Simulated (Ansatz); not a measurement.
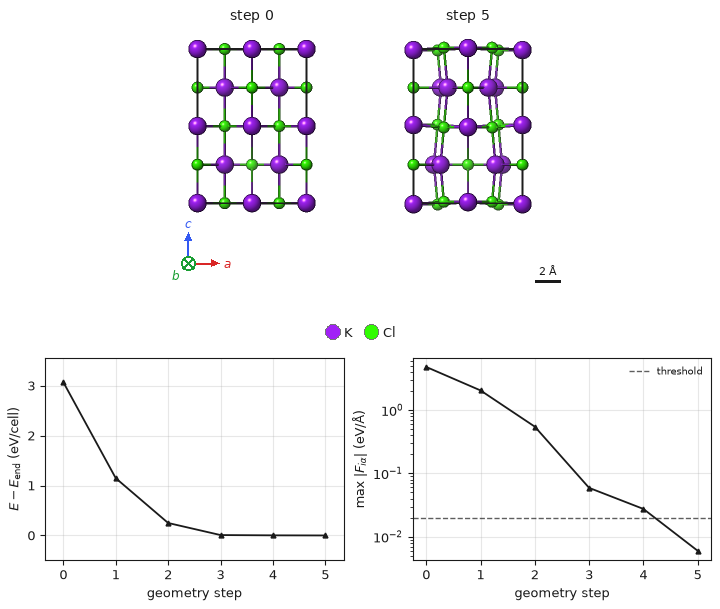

First and last geometry of a relaxation of a defect cell of composition K₈Cl₇ (cell charge +1) (started half-way along a vacancy jump, in the symmetry of that start), with the history of the run. The picture is a ball-and-stick view of the conventional cell (2 times the calculation's cell), seen along the b axis. Lengths and directions refer to the drawn axes.

Theory: Ansatz 0.2.0, DFT PBEsol, scalar-relativistic, plane waves, PAW. (plane-wave cutoff 420 eV; k-point mesh 4 × 4 × 4; occupations gaussian; smearing width 0.05 eV; no spin polarisation; atoms relaxed in a fixed cell; force threshold 0.02 eV/Å; at most 60 steps)

**What do the curves and the structures tell?**

It converged. The largest moves, 0.55 Å, are those of K atoms. By element the largest moves are K 0.55 Å, Cl 0.28 Å. The cell stays as it was. Some distances before and after: K–K 4.413 → 3.305 Å, Cl–K 2.207 → 2.761 Å, Cl–K 3.822 → 3.608 Å, Cl–K 3.121 → 2.941 Å. Bond angles that change, for instance: Cl–K–Cl 90.0° → 112.0°, K–Cl–K 90.0° → 68.0°, K–Cl–K 180.0° → 165.9°. The energy falls by 3.069 eV per cell of the calculation in 5 geometry steps. Largest force component: 4.8 eV/Å at the start, 0.006 eV/Å at the end. The run took 92 s on 4 threads of Arm Neoverse V1, with other jobs on the host, peak memory 1.4 GiB.

Limits of the set-up: the cell is charged, on a uniform background, and energies carry no finite-size correction.
